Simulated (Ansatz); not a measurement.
```cif
data_structure
_symmetry_space_group_name_H-M 'P 1'
_symmetry_Int_Tables_number 1
_cell_length_a 4.1158
_cell_length_b 4.1158
_cell_length_c 5.3547
_cell_angle_alpha 90.000
_cell_angle_beta 90.000
_cell_angle_gamma 90.000
_cell_volume 90.71
loop_
_atom_site_label
_atom_site_type_symbol
_atom_site_fract_x
_atom_site_fract_y
_atom_site_fract_z
_atom_site_occupancy
Ti1 Ti 0.00000 0.50000 0.16447 1
Ti2 Ti 0.50000 0.00000 0.16447 1
Si1 Si 0.00000 0.00000 0.43842 1
Si2 Si 0.00000 0.50000 0.68499 1
Si3 Si 0.50000 0.00000 0.68499 1
```

Space group P4mm; a structure generated by program, which may or may not match a known phase; computed without spin polarisation.

Computed with DFT PBE, scalar-relativistic, plane waves, PAW in Ansatz.

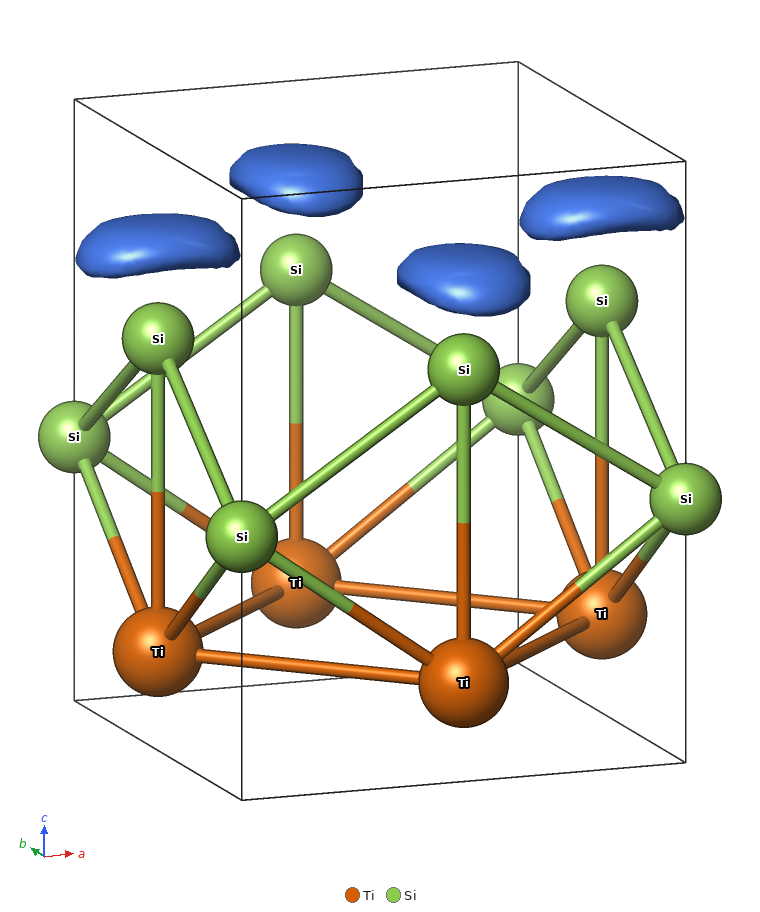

Ti$_{2}$Si$_{3}$. Isosurface of the electron localisation function at 0.85 (blue), seen slightly off an axis. Core shells and regions of very low density are left out. Sticks mark near contacts.

Question: Describe the localisation domains.

Answer: The ELF exceeds this value in two lobes of the valence shell of Si pointing towards Ti (polar bonds), counted in one cell of 5 atoms. Any copies at cell faces, edges or corners count once. Along the contacts the grid gives the following. Si–Si (2.45 Å): the ELF peaks at about 0.80 between the atoms. Ti–Si (2.53 Å): the ELF peaks at about 0.70 in the valence shell of Si, 0.9 Å from its nucleus, and is about 0.40 at the midpoint.

Question: Does the calculation give a band gap?

Answer: It is metallic or semimetallic at this level of theory: no gap opens.
